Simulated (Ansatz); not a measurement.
```
CELL_PARAMETERS angstrom
1.58271 -1.58586 -2.22801
-1.68383 1.68384 -2.39284
3.47826 3.47456 -0.00281
ATOMIC_POSITIONS crystal
Sn 0.00000 0.00000 0.00000
Sn 0.50000 0.50000 0.50000
```

Space group Immm; a structure from a database of computed crystals, not necessarily the ambient phase.

Theory: Ansatz 0.2.0, Kohn-Sham DFT of a periodic cell, HSEsol, Ansatz PAW.

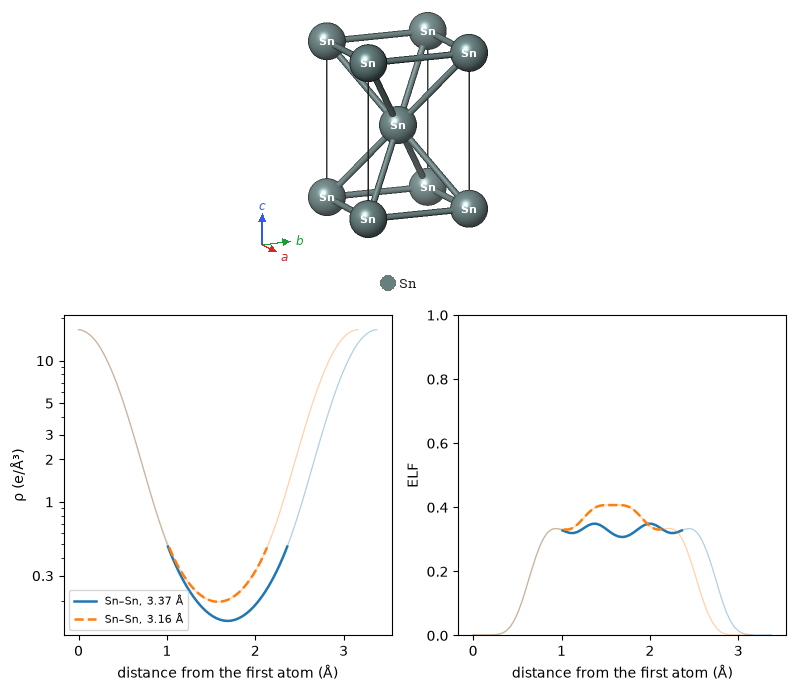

Sn. Valence pseudo-density and ELF along straight lines between neighbouring atoms. Thin, pale parts lie inside the atomic spheres. The structure is drawn too.

Core electrons are frozen (PAW), and the valence fields are smoothed inside the atomic spheres.

Compare the contacts.

Sn–Sn (3.37 Å): the density is about 0.14 e/Å³ at the midpoint; the ELF is about 0.30 at the midpoint.
Sn–Sn (3.16 Å): ρ is about 0.2 e/Å³ halfway; the ELF is about 0.40 at the midpoint.
